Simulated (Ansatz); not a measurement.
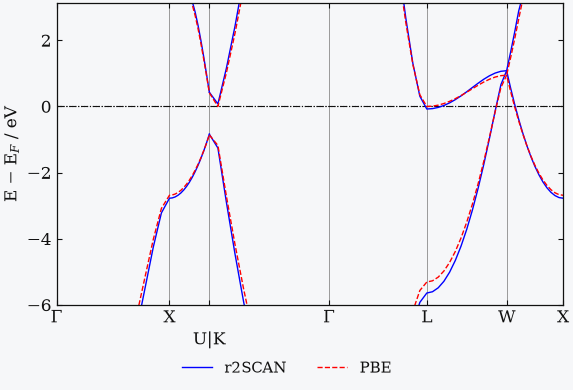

Band structures of Be, space group Fm-3m (No. 225), 1 atom in the cell, by two methods on the same cell. Each is counted from its own Fermi level.

How do the methods compare?

Answer. Both give a metal. The 2 bands that come within 1 eV of the Fermi level differ by 0.40 eV on average and by 1.73 eV at most (at Γ).

Settings. r2SCAN: DFT r2SCAN, scalar-relativistic, plane waves, PAW, no spin polarisation, 30×30×30 k mesh, 500 eV cutoff, Gaussian smearing of 0.1 eV (Ansatz). PBE: DFT PBE, scalar-relativistic, plane waves, PAW, no spin polarisation, 30×30×30 k mesh, 420 eV cutoff, Gaussian smearing of 0.1 eV (Ansatz 0.2.0).

The structure is an invented one, so it need not be a known or stable phase.
